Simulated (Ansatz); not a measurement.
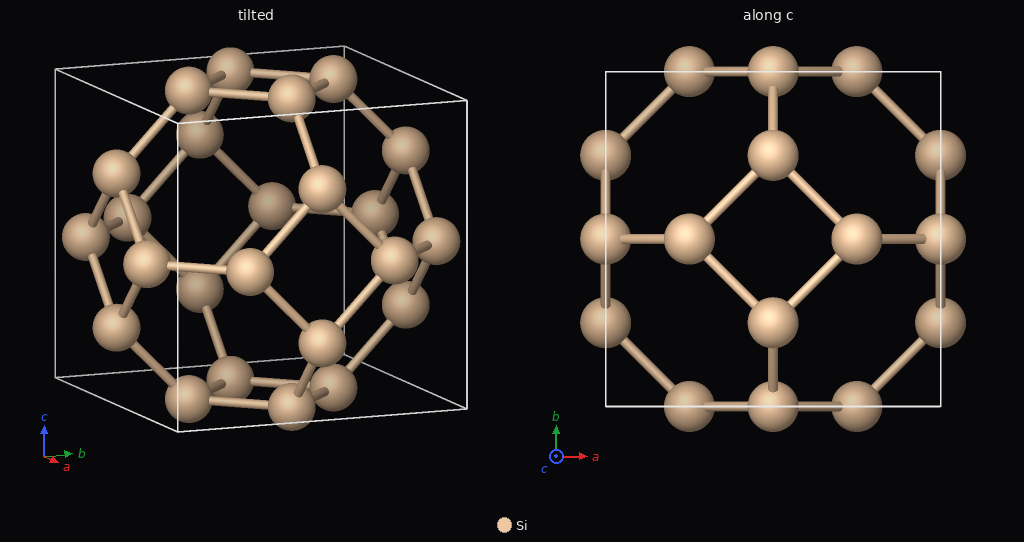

Drawn in the ball-and-stick manner and seen slightly off an axis and along the c axis. The edges of the conventional unit cell are marked.

Notes on the structure:

The element is silicon. The symmetry is that of Im-3m (No. 229), on a body-centred cubic lattice. The cell holds twelve atoms. The Si atoms are each bonded to four Si. The bonds build a three-dimensional framework.

The structure was taken from a structure listed in the Materials Project. Earlier steps of the study may have refined or changed the cell and positions. It was the input of a calculation with Ansatz.
